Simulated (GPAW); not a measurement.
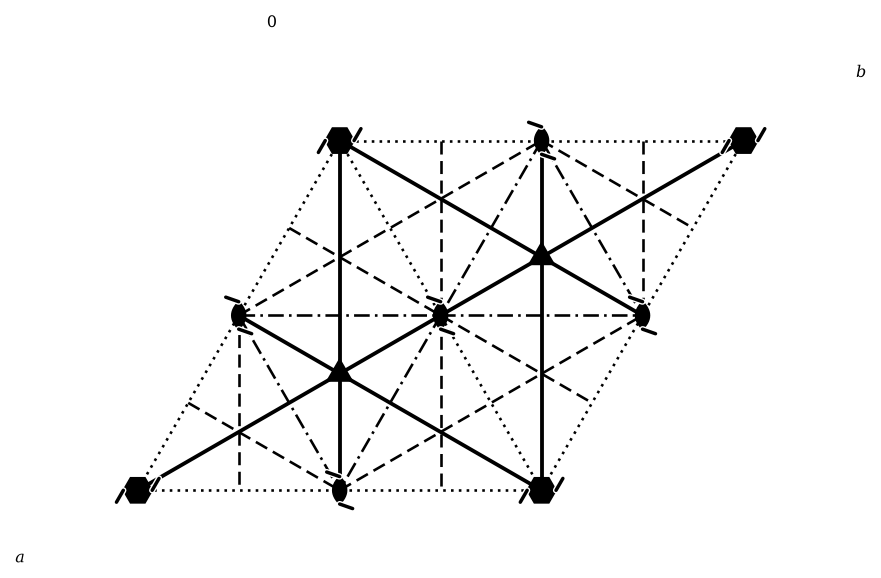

Symmetry elements of a space group, projected down c, computed from the operations of a computed or model structure of composition CdS.

Graphical symbols as in the International Tables (origin upper left, heights as fractions; handed screw axes are marked by their printed symbols).

Identify the space group.

P6_3mc (No. 186); primitive hexagonal, point group 6mm, 12 general positions a cell.

List the elements shown.

6₃ axes along c at (0, 0); 3 axes along c at (1/3, 2/3), (2/3, 1/3); 2₁ axes along c at (0, 1/2), (1/2, 0), (1/2, 1/2); mirror planes holding c and [1 2 0] or [2 1 0] or [−1 1 0]; in-plane glide planes holding c and [1 2 0] or [2 1 0] or [−1 1 0]; c glide planes normal to a*, at x = 0; n glide planes normal to a*, at x = 1/2; c glide planes normal to b*, at y = 0; n glide planes normal to b*, at y = 1/2; c glide planes holding c and [1 1 0]; diagonal glide planes holding c and [1 1 0]. Heights repeat every half period; positions are (a, b) fractions, modulo 1.
